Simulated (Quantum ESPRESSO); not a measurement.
# SiC (Moissanite 3C): zone-centre phonons, part 2 of 4

Aim: the zone-centre modes of SiC (Moissanite 3C).

Quantum ESPRESSO 7.5; DFT LDA, scalar-relativistic, plane waves, PseudoDojo norm-conserving pseudopotentials.

So far. Step 2 (A first look): A gap of 1.3 eV opens on this mesh, so the crystal is taken as an insulator; the start stands at -4.9 GPa. Step 4 (Self-consistent run for the response): The cell stands at 0.0060 GPa, close enough for phonons.

### Step 5. Zone-centre response

At q = 0 one unit cell holds all displacements; symmetry groups them into irreducible representations that are solved one by one. The response to a field gives ε∞ and the Born charges, which polar modes need.

ph.in reads:

```
phonons
 &inputph
    prefix='x',
    outdir='./tmp',
    fildyn='g.dyn',
    tr2_ph=1.0d-18,
    epsil=.true.,
 /
0.000000000000 0.000000000000 0.000000000000
```

Command:

```sh
$ OMP_NUM_THREADS=1 mpirun -n 4 ph.x -nk 4 -in ph.in > ph.out
```

Output:

```text
[banners, grids, parts of the stress and lines that vanish by symmetry left out]
[banner, memory and clock lines left out]
Program PHONON v.7.5

     ./tmp/x.save/

     IMPORTANT: XC functional enforced from input :
     Exchange-correlation= PW
                           (   1   4   0   0   0   0   0)
     Any further DFT definition will be discarded
     Please, verify this is what you really want

     G-vector sticks info

     Reading collected, re-writing distributed wavefunctions in ./tmp/

     Number and degeneracy of irreps per q-point
       N         xq(1)         xq(2)         xq(3)   N irreps
       1   0.000000000   0.000000000   0.000000000       2
        3   3

     Calculation of q =    0.0000000   0.0000000   0.0000000

     phonons

     bravais-lattice index     =            2
     lattice parameter (alat)  =       8.1741  a.u.
     unit-cell volume          =     136.5386 (a.u.)^3
     number of atoms/cell      =            2
     number of atomic types    =            2
     kinetic-energy cut-off    =      90.0000  Ry
     charge density cut-off    =     360.0000  Ry
     convergence threshold     =      1.0E-18
     beta                      =       0.7000
     number of iterations used =            4
     Exchange-correlation= PW
                           (   1   4   0   0   0   0   0)

     celldm(1)=    8.17407  celldm(2)=    0.00000  celldm(3)=    0.00000
     celldm(4)=    0.00000  celldm(5)=    0.00000  celldm(6)=    0.00000

     crystal axes: (cart. coord. in units of alat)
               a(1) = ( -0.5000  0.0000  0.5000 )
               a(2) = (  0.0000  0.5000  0.5000 )
               a(3) = ( -0.5000  0.5000  0.0000 )

     reciprocal axes: (cart. coord. in units 2 pi/alat)
               b(1) = ( -1.0000 -1.0000  1.0000 )
               b(2) = (  1.0000  1.0000  1.0000 )
               b(3) = ( -1.0000  1.0000 -1.0000 )

     Atoms inside the unit cell:

     Cartesian axes

     site n.  atom      mass           positions (alat units)
        1  Si     28.0850   tau(    1) = (    0.00000    0.00000    0.00000  )
        2  C      12.0110   tau(    2) = (   -0.25000    0.25000    0.25000  )

     Computing dynamical matrix for
                    q = (   0.0000000   0.0000000   0.0000000 )

     25 Sym.Ops. (with q -> -q+G )

     G cutoff =  609.2840  (  15665 G-vectors)     FFT grid: ( 36, 36, 36)
     number of k points=    72
                       cart. coord. in units 2pi/alat
        k(    1) = (   0.0000000   0.0000000   0.0000000), wk =   0.0011574
        k(    2) = (  -0.0833333   0.0833333  -0.0833333), wk =   0.0092593
        k(    3) = (  -0.1666667   0.1666667  -0.1666667), wk =   0.0092593
        [... further k-points left out ...]

     PseudoPot. # 1 for Si read from file:
     ./pseudo/Si.upf
     Pseudo is Norm-conserving + core correction, Zval =  4.0
     Using radial grid of 1510 points,  6 beta functions with:
                l(1) =   0
                l(2) =   0
                l(3) =   1
                l(4) =   1
                l(5) =   2
                l(6) =   2

     PseudoPot. # 2 for C  read from file:
     ./pseudo/C.upf
     Pseudo is Norm-conserving + core correction, Zval =  4.0
     Using radial grid of 1234 points,  4 beta functions with:
                l(1) =   0
                l(2) =   0
                l(3) =   1
                l(4) =   1

     Mode symmetry, T_d (-43m)  point group:

     Electric field:
     Dielectric constant
     Born effective charges as d Force / d E

     Atomic displacements:
     There are    2 irreducible representations

     Representation     1      3 modes -  To be done

     Representation     2      3 modes -  To be done

     Alpha used in Ewald sum =   2.8000

     Electric Fields Calculation

      iter #   1   av.it.:   6.5
      thresh= 1.000E-02 alpha_mix =  0.700 |ddv_scf|^2 =  3.851E-08

      iter #   2   av.it.:  11.5
      thresh= 1.962E-05 alpha_mix =  0.700 |ddv_scf|^2 =  3.860E-10

      iter #   3   av.it.:  11.7
      thresh= 1.965E-06 alpha_mix =  0.700 |ddv_scf|^2 =  2.036E-11

      iter #   4   av.it.:  11.9
      thresh= 4.512E-07 alpha_mix =  0.700 |ddv_scf|^2 =  1.385E-13

      iter #   5   av.it.:  11.2
      thresh= 3.722E-08 alpha_mix =  0.700 |ddv_scf|^2 =  1.940E-15

      iter #   6   av.it.:  11.0
      thresh= 4.404E-09 alpha_mix =  0.700 |ddv_scf|^2 =  3.079E-17

      iter #   7   av.it.:  11.7
      thresh= 5.549E-10 alpha_mix =  0.700 |ddv_scf|^2 =  8.135E-21

     End of electric fields calculation

          Dielectric constant in cartesian axis

          (       6.878850853      -0.000000000      -0.000000000 )
          (       0.000000000       6.878850853       0.000000000 )
          (      -0.000000000      -0.000000000       6.878850853 )

          Effective charges (d Force / dE) in cartesian axis without acoustic sum rule applied (asr)

           atom    1  Si    Mean Z*:        2.72195
      Ex  (        2.72195       -0.00000       -0.00000 )
      Ey  (       -0.00000        2.72195        0.00000 )
      Ez  (       -0.00000        0.00000        2.72195 )
           atom    2  C     Mean Z*:       -2.72347
      Ex  (       -2.72347       -0.00000       -0.00000 )
      Ey  (       -0.00000       -2.72347       -0.00000 )
      Ez  (       -0.00000       -0.00000       -2.72347 )

          Effective charges Sum: Mean:       -0.00151
             -0.00151       -0.00000       -0.00000
             -0.00000       -0.00151       -0.00000
             -0.00000       -0.00000       -0.00151

          Effective charges (d Force / dE) in cartesian axis with asr applied:
           atom    1  Si    Mean Z*:        2.72271
      E*x (        2.72271        0.00000        0.00000 )
      E*y (        0.00000        2.72271        0.00000 )
      E*z (        0.00000        0.00000        2.72271 )
           atom    2  C     Mean Z*:       -2.72271
      E*x (       -2.72271       -0.00000       -0.00000 )
      E*y (       -0.00000       -2.72271       -0.00000 )
      E*z (       -0.00000       -0.00000       -2.72271 )

     Representation #   1 modes #   1   2   3

     Self-consistent Calculation

      iter #   1   av.it.:   7.2
      thresh= 1.000E-02 alpha_mix =  0.700 |ddv_scf|^2 =  2.144E-07

      iter #   2   av.it.:  11.8
      thresh= 4.630E-05 alpha_mix =  0.700 |ddv_scf|^2 =  2.191E-09

      iter #   3   av.it.:  11.9
      thresh= 4.681E-06 alpha_mix =  0.700 |ddv_scf|^2 =  4.774E-11

      iter #   4   av.it.:  11.9
      thresh= 6.909E-07 alpha_mix =  0.700 |ddv_scf|^2 =  2.475E-13

      iter #   5   av.it.:  11.5
      thresh= 4.975E-08 alpha_mix =  0.700 |ddv_scf|^2 =  4.991E-15

      iter #   6   av.it.:  11.7
      thresh= 7.065E-09 alpha_mix =  0.700 |ddv_scf|^2 =  2.736E-17

      iter #   7   av.it.:  11.6
      thresh= 5.231E-10 alpha_mix =  0.700 |ddv_scf|^2 =  1.737E-19

     End of self-consistent calculation

     Convergence has been achieved

     Representation #   2 modes #   4   5   6

     Self-consistent Calculation

      iter #   1   av.it.:   5.9
      thresh= 1.000E-02 alpha_mix =  0.700 |ddv_scf|^2 =  6.231E-09

      iter #   2   av.it.:  11.8
      thresh= 7.894E-06 alpha_mix =  0.700 |ddv_scf|^2 =  2.878E-10

      iter #   3   av.it.:  11.7
      thresh= 1.696E-06 alpha_mix =  0.700 |ddv_scf|^2 =  1.035E-11

      iter #   4   av.it.:  11.9
      thresh= 3.217E-07 alpha_mix =  0.700 |ddv_scf|^2 =  6.750E-14

      iter #   5   av.it.:  11.9
      thresh= 2.598E-08 alpha_mix =  0.700 |ddv_scf|^2 =  1.743E-15

      iter #   6   av.it.:  12.2
      thresh= 4.174E-09 alpha_mix =  0.700 |ddv_scf|^2 =  5.122E-18

      iter #   7   av.it.:  11.8
      thresh= 2.263E-10 alpha_mix =  0.700 |ddv_scf|^2 =  1.623E-19

     End of self-consistent calculation

     Convergence has been achieved

     Number of q in the star =    1
     List of q in the star:
          1   0.000000000   0.000000000   0.000000000

          Dielectric constant in cartesian axis

          (       6.878850853      -0.000000000      -0.000000000 )
          (       0.000000000       6.878850853       0.000000000 )
          (      -0.000000000      -0.000000000       6.878850853 )

          Effective charges (d Force / dE) in cartesian axis without acoustic sum rule applied (asr)

           atom    1  Si    Mean Z*:        2.72195
      Ex  (        2.72195       -0.00000       -0.00000 )
      Ey  (       -0.00000        2.72195        0.00000 )
      Ez  (       -0.00000        0.00000        2.72195 )
           atom    2  C     Mean Z*:       -2.72347
      Ex  (       -2.72347       -0.00000       -0.00000 )
      Ey  (       -0.00000       -2.72347       -0.00000 )
      Ez  (       -0.00000       -0.00000       -2.72347 )

          Effective charges Sum: Mean:       -0.00151
             -0.00151       -0.00000       -0.00000
             -0.00000       -0.00151       -0.00000
             -0.00000       -0.00000       -0.00151

          Effective charges (d Force / dE) in cartesian axis with asr applied:
           atom    1  Si    Mean Z*:        2.72271
      E*x (        2.72271        0.00000        0.00000 )
      E*y (        0.00000        2.72271        0.00000 )
      E*z (        0.00000        0.00000        2.72271 )
           atom    2  C     Mean Z*:       -2.72271
      E*x (       -2.72271       -0.00000       -0.00000 )
      E*y (       -0.00000       -2.72271       -0.00000 )
      E*z (       -0.00000       -0.00000       -2.72271 )

     Diagonalizing the dynamical matrix

     q = (    0.000000000   0.000000000   0.000000000 )

 **************************************************************************
     freq (    1) =      -0.028392 [THz] =      -0.947067 [cm-1]
     freq (    2) =      -0.028392 [THz] =      -0.947067 [cm-1]
     freq (    3) =      -0.028392 [THz] =      -0.947067 [cm-1]
     freq (    4) =      23.926420 [THz] =     798.099474 [cm-1]
     freq (    5) =      23.926420 [THz] =     798.099474 [cm-1]
     freq (    6) =      23.926420 [THz] =     798.099474 [cm-1]
 **************************************************************************

     Mode symmetry, T_d (-43m)  point group:

     freq (   1-   3) =         -0.9  [cm-1]   --> T_2  G_15 P_4   I+R
     freq (   4-   6) =        798.1  [cm-1]   --> T_2  G_15 P_4   I+R
```

It took 42 s on 4 MPI ranks of Intel Xeon at 2.80GHz (Skylake/Cascade Lake), shared host; 2.8 min of CPU time.

Read from the output:

```
miss of the charge sum rule                                       : 0.001520 e
largest acoustic frequency at the zone centre before the sum rule : -0.95 cm⁻¹
highest optical zone-centre mode (no LO-TO term)                  : 798.1 cm⁻¹
lowest optical zone-centre mode                                   : 798.1 cm⁻¹
mean high-frequency dielectric constant                           : 6.879
largest Born charge in size (third of the trace)                  : 2.724 e
```

Born charge (rows field, columns displacement), before the sum rule (e), principal values of the symmetric part by kind of site:

```
atom  atoms with these values    low  middle   high   mean
 Si1                        1   2.72    2.72   2.72   2.72
  C2                        1  -2.72   -2.72  -2.72  -2.72
```

In full for Si1:

```
2.72 0.00 0.00
0.00 2.72 0.00
0.00 0.00 2.72
```

High-frequency dielectric tensor:

```
6.88 0.00 0.00
0.00 6.88 0.00
0.00 0.00 6.88
```

The acoustic modes at Γ come out as far as 0.9 cm⁻¹ from zero, where they should vanish, a small numerical error; the Born charges miss their sum rule by 0.0015 e, which is good.

### Step 6. Modes with the sum rule

A rigid shift of the crystal must cost nothing, but grids and finite bases break this; the acoustic sum rule is imposed before the matrix is diagonalised again. With Born charges the intensities follow, and the static dielectric tensor.

dynmat.in reads:

```
 &input
    fildyn='g.dyn',
    asr='simple',
    fileig='dynmat.eig',
    lperm=.true.,
 /
```

Command:

```sh
$ dynmat.x -in dynmat.in > dynmat.out
```

Output:

```text
[banner, memory and clock lines left out]
Program DYNMAT v.7.5

     Reading Dynamical Matrix from file g.dyn
     ...Force constants read
     ...epsilon and Z* read
     A direction for q was not specified:TO-LO splitting will be absent

     Polarizability (A^3 units)
     multiply by 0.337882 for Clausius-Mossotti correction
         9.465455    0.000000   -0.000000
        -0.000000    9.465455   -0.000000
        -0.000000    0.000000    9.465455

     IR activities are in (D/A)^2/amu units

# mode   [cm-1]    [THz]      IR
    1      0.00    0.0000    0.0000
    2      0.00    0.0000    0.0000
    3      0.00    0.0000    0.0000
    4    798.10   23.9265   20.3291
    5    798.10   23.9265   20.3291
    6    798.10   23.9265   20.3291

Electronic dielectric permittivity tensor (relative, adimensional)
         6.878851    0.000000   -0.000000
        -0.000000    6.878851   -0.000000
        -0.000000    0.000000    6.878851

 ... with zone-center polar mode contributions
        10.243174    0.000000    0.000000
         0.000000   10.243174    0.000000
         0.000000    0.000000   10.243174
```

Wall time 0.59 s (1 thread).

Read from the output:

```
mean static dielectric constant : 10.24
```

Unit eigenvectors of the mass-weighted matrix after the sum rule; no LO-TO term. The modes at Γ (shares of kinetic energy by element, %):

```
mode  frequency (cm⁻¹)  symmetry  Si %  C %
   1               0.0  acoustic    70   30
   2               0.0  acoustic    70   30
   3               0.0  acoustic    70   30
   4             798.1        T2    30   70
   5             798.1        T2    30   70
   6             798.1        T2    30   70
```

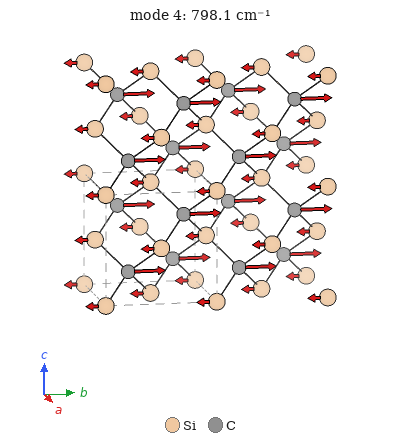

Displacement patterns of mode 4 at Γ; arrows are exaggerated. Bonds to atoms that aren't drawn are left out. 1×2×2 conventional cells are drawn. Some periodic images of atoms are drawn too.

Degenerate modes summed, no LO-TO term. Infrared lines, with heights relative to the strongest:

```
position (cm⁻¹)  lines merged  label  IR intensity, relative
            798             3     T2                     100
```

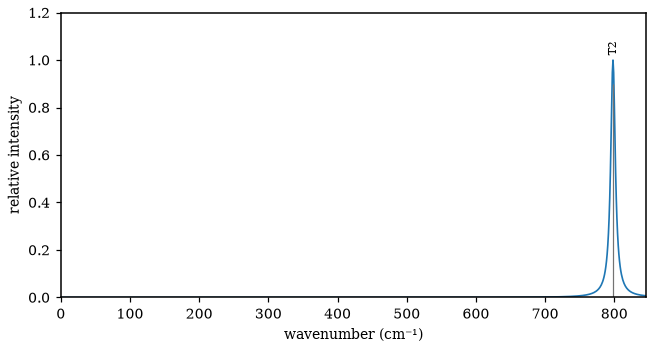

The infrared spectrum, broadened with Lorentzians of width 8 cm⁻¹; bars mark the lines.

Static dielectric tensor (ions relaxed, fixed cell):

```
10.24  0.00  0.00
 0.00 10.24  0.00
 0.00  0.00 10.24
```

The rule moves no optical mode by more than 0.1 cm⁻¹.

### Step 7. The LO-TO splitting (1 0 0)

A longitudinal polar mode sets up a macroscopic field that stiffens it; the term hangs on the direction from which q goes to zero.

dynmat.in reads:

```
 &input
    fildyn='g.dyn',
    asr='simple',
    fileig='dynmat.eig',
    q(1)=1.0,
    q(2)=0.0,
    q(3)=0.0,
 /
```

Command:

```sh
$ dynmat.x -in dynmat.in > dynmat.out
```

Output:

```text
[banner, memory and clock lines left out]
Program DYNMAT v.7.5

     Reading Dynamical Matrix from file g.dyn
     ...Force constants read
     ...epsilon and Z* read

     Polarizability (A^3 units)
     multiply by 0.337882 for Clausius-Mossotti correction
         9.465455    0.000000   -0.000000
        -0.000000    9.465455   -0.000000
        -0.000000    0.000000    9.465455

     IR activities are in (D/A)^2/amu units

# mode   [cm-1]    [THz]      IR
    1     -0.00   -0.0000    0.0000
    2      0.00    0.0000    0.0000
    3      0.00    0.0000    0.0000
    4    798.10   23.9265   20.3291
    5    798.10   23.9265   20.3291
    6    973.91   29.1970   20.3291
```

Elapsed: 0.57 s, on 1 thread.

Numbers from this step:

| Quantity | Value |
| --- | --- |
| highest mode moved by the LO-TO term | 973.9 cm⁻¹ |

Zone-centre frequencies as printed; negative means imaginary. Modes:

```
mode  frequency (cm⁻¹)
   1                 0
   2                 0
   3                 0
   4             798.1
   5             798.1
   6             973.9
```

The field moves one mode, from 798 to 974 cm⁻¹; the others stay.

### Step 8. Self-consistent run for the response, volume × 0.94

Bonds stiffen under compression, so frequencies follow the volume; the atoms are not relaxed anew.

scf.in reads:

```
 &control
    calculation='scf',
    prefix='x',
    outdir='./tmp',
    pseudo_dir='./pseudo',
    tprnfor=.true.,
    tstress=.true.,
 /
 &system
    ibrav=2,
    celldm(1)=8.00720814,
    nat=2,
    ntyp=2,
    ecutwfc=90.0,
    occupations='fixed',
    nbnd=6,
 /
 &electrons
    conv_thr=1.0d-12,
    mixing_beta=0.7,
    electron_maxstep=100,
 /
ATOMIC_SPECIES
 Si     28.0850  Si.upf
 C      12.0110  C.upf
ATOMIC_POSITIONS crystal
 Si     0.000000000   0.000000000   0.000000000
 C      0.250000000   0.250000000   0.250000000
K_POINTS automatic
 12 12 12 0 0 0
```

Command:

```sh
$ OMP_NUM_THREADS=1 mpirun -n 4 pw.x -nk 4 -in scf.in > scf.out
```

Output:

```text
[banners, grids, parts of the stress and lines that vanish by symmetry left out]
[banner, memory and clock lines left out]
Program PWSCF v.7.5

[...]
kinetic-energy cutoff     =      90.0000  Ry
     charge density cutoff     =     360.0000  Ry
     scf convergence threshold =      1.0E-12
[...]
Exchange-correlation= SLA  PW   NOGX NOGC
                           (   1   4   0   0   0   0   0)
[...]
24 Sym. Ops. (no inversion) found
[...]
number of k points=    72
[...]
c_bands:  1 eigenvalues not converged
     c_bands:  2 eigenvalues not converged
[...]
c_bands:  1 eigenvalues not converged
[...]
End of self-consistent calculation
[...]
highest occupied, lowest unoccupied level (ev):    10.3388   11.5961
!    total energy              =     -20.62961695 Ry
[...]
convergence has been achieved in  16 iterations
[...]
atom    1 type  1   force =     0.00000000    0.00000000    0.00000000
     atom    2 type  2   force =     0.00000000    0.00000000    0.00000000
     Total force =     0.000000     Total SCF correction =     0.000000
[...]
total   stress  (Ry/bohr**3)                   (kbar)     P=      159.01
[...]
XML data file, charge density, pseudopotentials, collected wavefunctions
```

The job ended after 6.4 s (4 MPI ranks).

Numbers from this step:

- volume per atom: 9.509 Å³
- pressure: 15.90 GPa
- gap on the k-mesh: 1.257 eV

(Continued in part 3 of 4.)

[Host names and launcher messages were left out of these logs when they were recorded.]

[Logs are printed without paths, hosts, clocks, repeated set-up lines and the standing remarks that a program may print on its own settings, such as how far it seeks lower states.]

[Hosts, paths, dates, database ids (printed as entryN), source tags and the programs' standing remarks are cut or masked in the printed files.]
